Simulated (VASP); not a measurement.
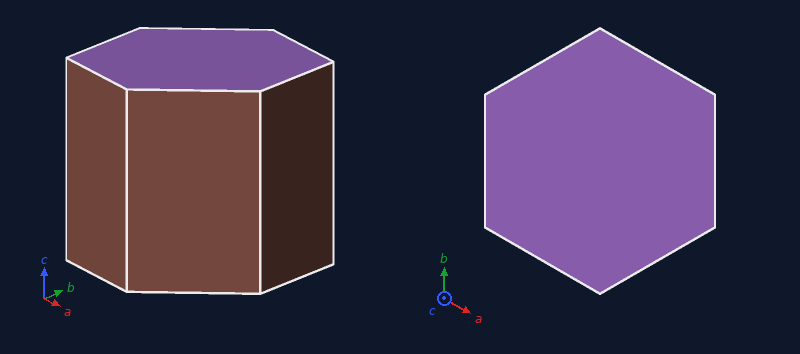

Two views of one computed crystal shape (BFDH rule; symmetry-equivalent faces share a colour; the right view looks down the c axis). A face and its opposite count as equivalent. Forms under 0.4 % of the area are left out.

**What symmetry does this shape have?**

Hexagonal, Laue class 6/mmm. A BFDH shape is always centrosymmetric and shows few forms, so it can't tell the point group within that class, and the other Laue class of the same system could look alike. It was computed for Si in P6/mmm, with forms {100} and {001}.

Source: the end point of a relaxation with VASP Kohn-Sham DFT of a periodic cell, r2SCAN0, VASP PAW PBE potentials, recommended in VASP 6.6.1.
